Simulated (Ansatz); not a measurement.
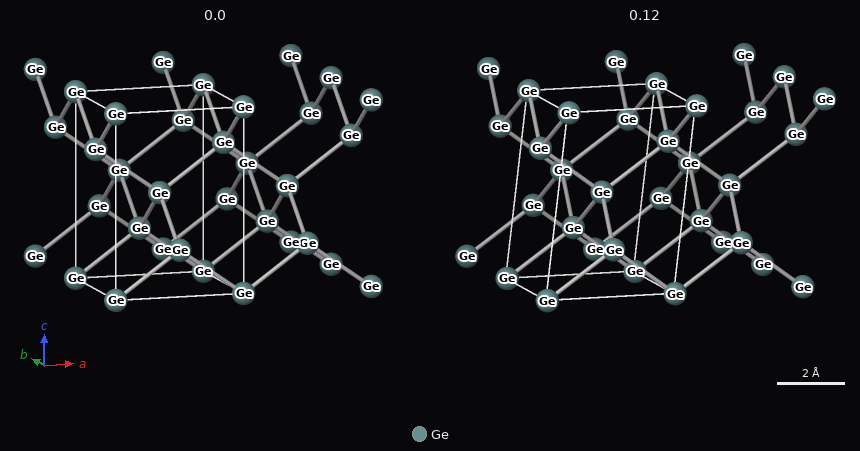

Crystalline Ge (set up in Fd-3m), under shear of c along a (cell held, atoms relaxed), with energies (extrapolated to zero smearing) counted from the relaxed crystal, which is the row at zero; the cubic crystal is set up in a tetragonal cell with a = a(cubic)/√2 and c = a(cubic). The picture shows the first and the last member. A ball-and-stick model of the cell of the calculation, repeated 2 × 2 × 1 with one cell outlined, seen slightly off an axis.

Computed with Ansatz 0.2.0: DFT PBEsol, scalar-relativistic, plane waves, PAW. (plane-wave cutoff 420 eV; k-point mesh 14 × 14 × 10; occupations gaussian; smearing width 0.1 eV; no spin polarisation; atoms relaxed in a fixed cell; force threshold 0.008 eV/Å)

```csv
strain,energy (meV/atom),a (Å),c (Å)
0.0,0.00,4.013,5.675
0.02,?,?,?
0.04,6.70,4.013,5.679
0.06,14.89,4.013,5.685
0.08,26.22,4.013,5.693
0.12,57.52,4.013,5.716
```

Fill in the missing row.

Answer. A parabola through three neighbouring rows (0.0, 0.04, 0.06) gives, with Lagrange weights, (0.3333)(0.00) + (1.0000)(6.70) + (−0.3333)(14.89) = 1.74 meV/atom. The calculation gives 1.70 meV/atom (a = 4.013 Å, c = 5.676 Å). The estimate is 0.04 meV/atom too high. From the first member to the last: Ge–Ge 2.457 → 2.530 Å, Ge–Ge 2.457 → 2.409 Å.

The whole series:

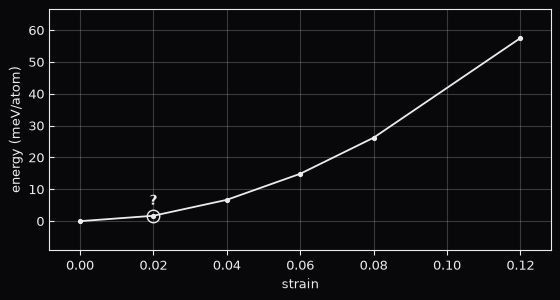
